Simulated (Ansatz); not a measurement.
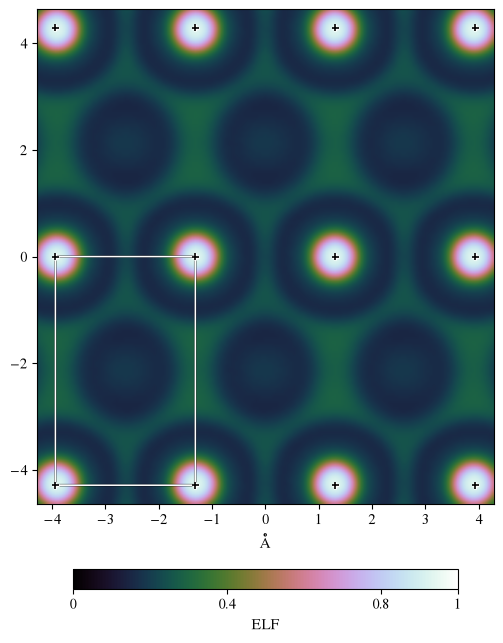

The electron localisation function on a plane through atoms (crosses mark nuclei in the plane).

Method: Ansatz, DFT, revPBE, plane waves (420 eV) with PAW, scalar-relativistic.

Candidates:
A. Cu, a = 2.62 Å, b = 2.62 Å, c = 4.29 Å, α = 90.00°, β = 90.00°, γ = 119.99°. Space group P6₃/mmc; set up as Cu, beta-Sn type; a generated structure, not necessarily the stable one; changed on purpose from its base cell (volume × 1.04); computed pressure about −5 GPa in this cell; computed without spin polarisation.
B. La, a = 4.29 Å, b = 4.29 Å, c = 4.29 Å, α = 90.00°, β = 90.00°, γ = 90.00°. Space group Im-3m; set up as La, bcc; a generated structure, not necessarily the stable one; changed on purpose from its base cell (volume × 1.0); computed without spin polarisation.

### Which system is this?

Candidate A: Cu on the (100) plane of the conventional cell, which holds Cu. Cu–Cu (2.62 Å): the ELF is about 0.20 at the midpoint; no shared electron pair shows on this line.
